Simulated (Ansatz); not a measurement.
## BaS: single-point calculation

System: BaS (Fm-3m, 2 atoms in the cell).
Method: DFT PBE, scalar-relativistic, plane waves, PAW, no spin polarisation (Ansatz 0.2.0).

The structure derives from an entry of the Crystallography Open Database.

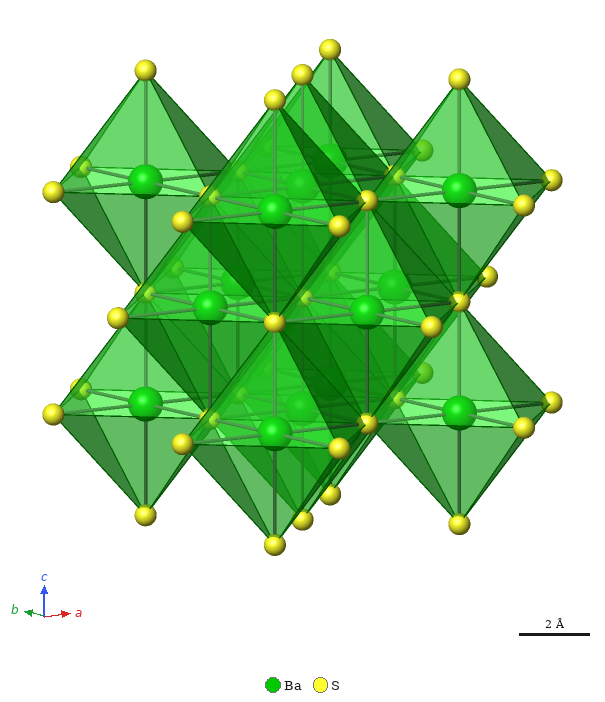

Figure 1. The input geometry (polyhedral view of the cell 4 times as large as that of the calculation, set on its symmetry axes, seen at an oblique angle; polyhedra are completed across the faces of the cell).

## Input file
```yaml
crystal:
  lattice:
    - [0.0, 3.2462204208, 3.2462204208]
    - [3.2462204208, 0.0, 3.2462204208]
    - [3.2462204208, 3.2462204208, 0.0]
  atoms:
    - { symbol: Ba, position: [0.0, 0.0, 0.0] }
    - { symbol: S, position: [0.5, 0.5, 0.5] }
basis:
  ecutwfc: 420
kpoints:
  mp_grid: { grid: [8, 8, 8] }
hamiltonian:
  xc: pbe
scf:
  occupations: { method: gaussian, width: 0.02 }
output:
  forces: true
  stress: true
  eigenvalues: true
```

Run on 1 thread of Intel Xeon (Sapphire Rapids), 192 GiB of memory available, shared host.

Command:
```bash
ansatz run input.yaml --threads 1 --pin off --max-ram 2560MiB --backend cpu --events-out ev --progress --plain --runs-dir out
```

## What the program printed
```
Engine: ansatz 0.2.0, x86_64-unknown-linux-gnu
Pseudopotentials: kind: paw
Pseudopotential: Ba, paw, valence charge 10, recommended cutoff 420 eV (normal), Ba.paw.azcp
Pseudopotential: S, paw, valence charge 6, recommended cutoff 420 eV (normal), S.paw.azcp
Functional definition: PBE
  parameter kappa = 0.804
  parameter beta = 0.06672455060314922
  exchange = pbe_x(kappa = kappa, mu = beta*pi^2/3)
  correlation = pbe_c(beta = beta)
Crystal: 2 atoms, lattice volume = 68.417 Å³
Basis set: ecut = 420 eV, 1363 PW (Γ), exchange–correlation on 64×64×64 points (8 copies of the dense FFT grid, shifted against one another)
Bands: 12, of which v1, the nominal top of the filled ones, is band 8 counted from 1 (7 counted from 0)
Symmetry: 48 space group operations
Space group: Fm-3m (ITA 225), of the structure as read, at distance tolerance 4.1e-5 Å
k-points: 29 of 512
Non-local potential: Ba, projectors of the file, l = 0: 3, l = 1: 2, l = 2: 2, l = 3: 2
Non-local potential: S, projectors of the file, l = 0: 2, l = 1: 2, l = 2: 2
PAW form: soft (Blöchl's): semilocal exchange-correlation on the pseudo side does not see the compensation charge
PAW one-centre angular grid: Ba, 194 points (default); XC on 64 Gauss nodes
PAW one-centre angular grid: S, 110 points (default); XC on 64 Gauss nodes
Initial density: superposition of atomic densities (neutral atoms: chi_scale 0, normalization atom), corrected by the library's trained network
Initial wavefunctions: pseudopotential atomic-orbital guess
Functional: x = pbe(κ = 0.804, μ = 0.2195149727645171), c = pbe(β = 0.06672455060314922)
SCF iter   1: F=—  HF=-6855.856967 eV  |F-HF|=—  |Δ(HF+E_count)|=         —  Δρ=6.58e-4  dr2=7.01e-4  ethr=1.77e-3  ⟨swp⟩=10.0  Hψ=2991  notcnv=0
preconditioner: auto → none  [insulator: Δε(μ)=2.244 eV  Ē_g=11.844 eV  σ=0.020 eV  W_gap=1.00  n_scr=14 (ndim 8)  ℏωp=16.8 eV  f_vac=0.000  D(μ)=0.00/eV (n_scr^D=0)  ε∞_Penn≈3.0]
SCF iter   2: F=—  HF=-6855.856682 eV  |F-HF|=—  |Δ(HF+E_count)|=   2.85e-4  Δρ=1.92e-4  dr2=1.66e-5  ethr=4.38e-6  ⟨swp⟩=2.3  Hψ=875  notcnv=0
SCF iter   3: F=—  HF=-6855.856682 eV  |F-HF|=—  |Δ(HF+E_count)|=   2.82e-7  Δρ=8.66e-5  dr2=3.43e-6  ethr=1.04e-7  ⟨swp⟩=2.4  Hψ=561  notcnv=0
iter 4 did not close the SCF: its close was put off for the readings that it lacked (scf_convergence_deferred on its scf_iter line)
SCF iter   4: F=-6855.856688 eV  HF=-6855.856688 eV  |F-HF|=7.33e-9  |Δ(HF+E_count)|=   6.14e-6  Δρ=1.02e-5  dr2=9.06e-8  ethr=2.15e-8  ⟨swp⟩=2.1  Hψ=554  notcnv=0
iter 5 did not close the SCF: its close was put off for the readings that it lacked (scf_convergence_deferred on its scf_iter line)
SCF iter   5: F=-6855.856688 eV  HF=-6855.856688 eV  |F-HF|=6.57e-9  |Δ(HF+E_count)|=   3.98e-8  Δρ=3.10e-6  dr2=1.21e-8  ethr=5.66e-10  ⟨swp⟩=2.8  Hψ=568  notcnv=0
SCF iter   6: F=-6855.856688 eV  HF=-6855.856688 eV  |F-HF|=6.48e-10  |Δ(HF+E_count)|=  2.71e-10  Δρ=8.73e-7  dr2=9.33e-10  ethr=7.54e-11  ⟨swp⟩=2.3  Hψ=1165  notcnv=0
SCF 1 converged in 6 iterations: F = -6855.856688 eV  dr2 = 9.33e-10
  greatest PAW one-centre occupation: 0.955 electrons in one spin orbital (limit 2), on the Ba atom at site 0 (counted from 0), in its partial waves of l = 0
```

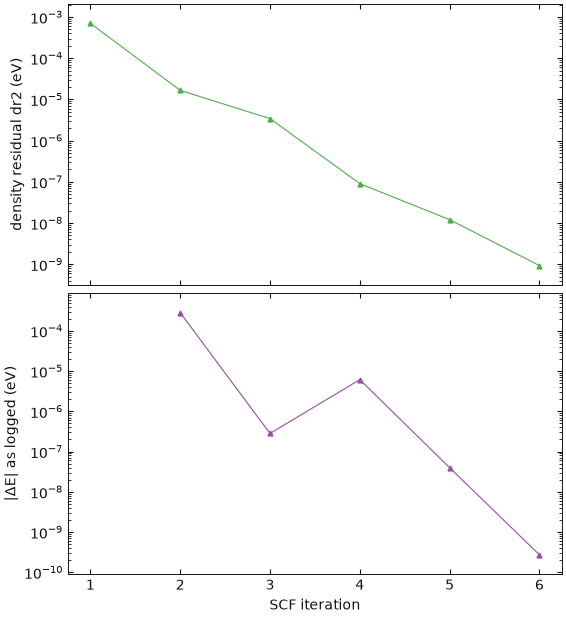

Figure 2. Convergence of the self-consistent field: density residual dr2 and size of the energy change against the SCF iteration. The residual falls at every step.

```
SCF converged after 6 iterations
Free energy (F): -6855.856688 eV
Harris-Foulkes:  -6855.856688 eV  (|F-HF|=6.48e-10)
Internal energy: -6855.856688 eV  (E = F + TS)
E sigma→0 (E₀):  -6855.856688 eV
Fermi energy:    6.478890 eV
--- Per-component energies (eV) ---
  E_band       = -59.047656
  E_kinetic    = 275.165680
  E_local      = -420.372061  (includes V_loc(G=0)·N_el)
  E_nonlocal   = 85.015869
  E_hartree    = 133.010860
  E_xc         = -266.150848
  E_vxc        = -224.238055  (∫ρ·V_xc dr)
  E_paw        = -5826.031475  (= ΣΔE_a)
  E_vpaw       = -40.640592  (= ΣTr[D̂ρ^β])
  E_aug_tail   = 0.000000  (compensation charges beyond the density's cutoff)
  E_ewald      = -836.494714
  E_smearing   = -0.000000  (= −TS)
  E_closure    = 0.000000  (closes the sum)
  Σ components = -6855.856688   (vs F -6855.856688, Δ=0.00e0)
--- Forces (eV/Å), atoms counted from 1 ---
  atom   1  Ba    -0.00000000     0.00000000     0.00000000
  atom   2  S      0.00000000    -0.00000000     0.00000000
  max |Σ_I F_I| component: 7.43e-30 eV/Å
--- Stress (GPa, compression-positive) ---
       -1.161493       0.000000       0.000000
        0.000000      -1.161493      -0.000000
       -0.000000      -0.000000      -1.161493
  P = ⅓ Tr σ = -1.1615 GPa (-11.615 kbar)
--- Band table (eV; the first three rows and the last of 29) ---
  k-point 0: bands = ["-20.7677", "-5.8317", "-5.8317", "-5.8317", "-4.8820", "5.3430", "5.3430", "5.3430", "8.7891", "9.2877", "9.2877", "9.2877"]
  k-point 1: bands = ["-20.7626", "-6.0607", "-5.8367", "-5.8367", "-4.6407", "4.9723", "5.1685", "5.1685", "9.2041", "9.4169", "9.4963", "9.4963"]
  k-point 2: bands = ["-20.7503", "-6.4228", "-5.8486", "-5.8486", "-4.2477", "4.2993", "4.8139", "4.8139", "9.4209", "10.0829", "10.0829", "10.5206"]
  k-point 28: bands = ["-20.7220", "-6.2555", "-6.1163", "-6.1163", "-4.3619", "4.3530", "4.8903", "4.8903", "9.5913", "9.5913", "11.4590", "12.0443"]
```

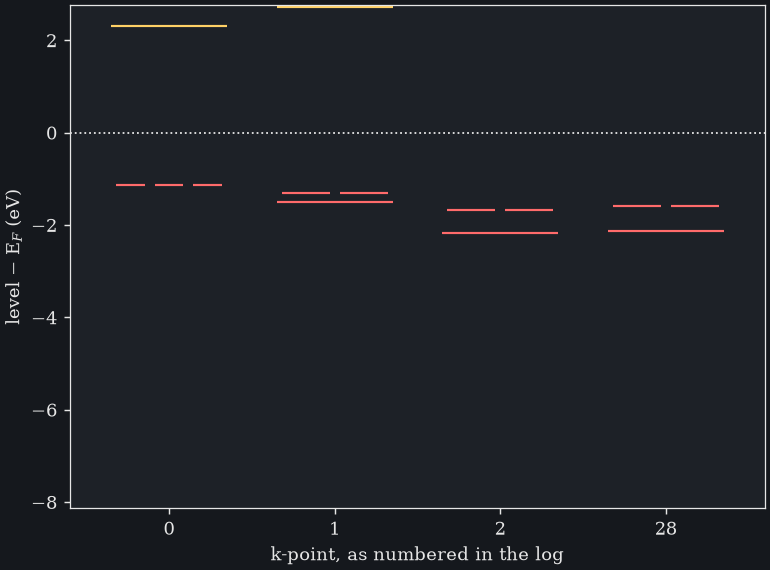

Figure 3. Kohn–Sham levels near the Fermi level (dotted) at the few k-points that the log prints; levels within 0.02 eV of each other stand side by side. Among these points the highest filled and lowest empty levels are 3.45 eV apart; the gap on the full mesh, 2.27 eV, has an edge at a point that isn't printed.

## Summary

```json
{"quantity": "outcome", "value": "converged"}
{"quantity": "space group (tolerance 0.01 Å)", "value": "Fm-3m (225)"}
{"quantity": "electrons treated", "value": "16"}
{"quantity": "free energy", "value": "−6855.8567 eV"}
{"quantity": "Fermi energy", "value": "6.479 eV"}
{"quantity": "gap on the k-point mesh", "value": "2.27 eV"}
{"quantity": "pressure", "value": "−1.16 GPa"}
{"quantity": "largest force (length of the vector)", "value": "under 0.001 eV/Å"}
{"quantity": "wall time", "value": "5 s"}
{"quantity": "peak memory", "value": "0.46 GiB"}
```
